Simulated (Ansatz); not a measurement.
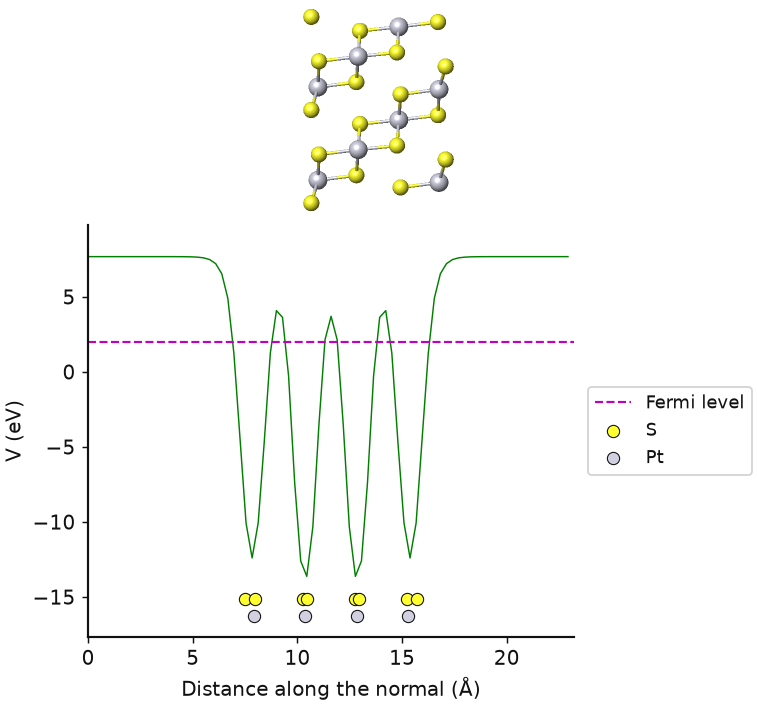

Plane-averaged electrostatic potential energy of an electron across the slab; circles at the bottom mark the heights of the atoms. The structure is drawn too.

Input of the run:

```
crystal:
  lattice:
    - [3.5713268686, 0.0, 0.0]
    - [-1.7856634343, 5.6835056484, 0.0]
    - [0.0, 0.0, 23.2119831312]
  atoms:
    - { symbol: S, position: [0.9967721111, 0.9935824056, 0.323334162] }
    - { symbol: Pt, position: [0.3736026101, 0.7471487771, 0.3408510994] }
    - { symbol: S, position: [0.7350862865, 0.4702925582, 0.3434334082] }
    - { symbol: S, position: [0.3469928513, 0.6941025176, 0.4418397917] }
    - { symbol: Pt, position: [0.7093725595, 0.418843224, 0.4465890148] }
    - { symbol: S, position: [0.0718453563, 0.1437813085, 0.4513821144] }
    - { symbol: S, position: [0.6878204863, 0.3755503964, 0.5486178694] }
    - { symbol: Pt, position: [0.0502929605, 0.100487832, 0.5534107981] }
    - { symbol: S, position: [0.4126724685, 0.8252282102, 0.558159634] }
    - { symbol: S, position: [0.0245789246, 0.0490379143, 0.6565662378] }
    - { symbol: Pt, position: [0.3860631498, 0.7721826583, 0.6591491078] }
    - { symbol: S, position: [0.7628943166, 0.52575036, 0.6766667623] }
basis:
  ecutwfc: 420
kpoints:
  mp_grid: { grid: [10, 6, 1] }
  band_path:
    path: [[0.5, 0, 0], [0, 0, 0], [0, 0.5, 0], [0.5, 0.5, 0], [0, 0, 0]]
    npoints: 12
hamiltonian:
  xc: pbesol
scf:
  occupations: { method: gaussian, width: 0.05 }
  n_extra_bands: 30
output:
  forces: true
  eigenvalues: true
  populations: true
  fatbands: true
efield:
  axis: 3
  dipole_correction: true
  ramp_width: 0.04
```

Launched with:
```bash
ansatz run input.yaml --threads 2 --pin off --max-ram 5632MiB --backend cpu --events-out ev --progress --plain --runs-dir out
```

> What is the work function?

The work function is 5.69 eV, the same on both faces. The two vacuum levels agree, so the slab has no net dipole along its normal.

> How thick are slab and vacuum?

The outermost atoms are 8.2 Å apart, which leaves 15.0 Å of vacuum in a cell 23.2 Å high.

Spin-orbit coupling is left out, which matters for Pt.
